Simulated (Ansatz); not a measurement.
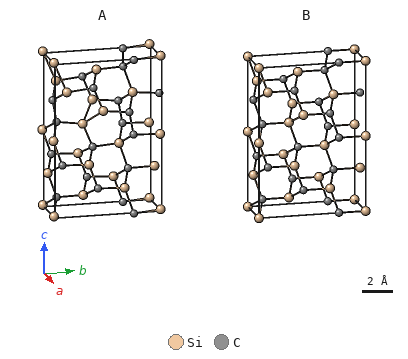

Two geometries of an interface cell of composition SiC, drawn at one scale. One is the start of a relaxation, the other its converged end. Style: ball-and-stick. Shown: the cell of the calculation, slightly off an axis.

Method: DFT PBEsol, scalar-relativistic, plane waves, PAW in Ansatz. (plane-wave cutoff 420 eV; k-point mesh 10 × 4 × 3; occupations gaussian; smearing width 0.05 eV; no spin polarisation; cell relaxed at fixed a, b, alpha, beta, gamma; force threshold 0.02 eV/Å; at most 45 steps)

### Which of the two is the end point?

Structure A is the relaxed one. Case: antiphase boundary on (2 1 1), species swapped. The largest move relative to the cell is that of a C atom, 0.32 Å along [0 3 −2]. By element the largest moves are C 0.32 Å, Si 0.30 Å. The volume changes by +2.3 %, with a unchanged at 3.081 Å, b unchanged at 7.546 Å, c 10.672 → 10.918 Å (+2.3 %). Near-neighbour distances that change, for instance: Si–Si 1.887 → 2.344 Å, Si–Si 1.887 → 2.268 Å, C–C 1.887 → 1.584 Å, C–C 1.887 → 1.636 Å. Among the angles between lasting bonds that change: Si–Si–Si 109.5° → 86.5°, C–Si–C 109.5° → 120.7°, C–Si–C 109.5° → 119.0°. After 6 accepted moves (8 points after the start) the energy has fallen by 7.642 eV per cell of the calculation. Largest force component: 11 eV/Å at the start, 0.0032 eV/Å at the end. Pressure: 15.98 GPa at the start and 0.80 GPa at the end. At 2 points the geometry stayed and the basis and grid were re-selected for the new cell (energy shift of 12.4 meV per cell of the calculation at most each time).
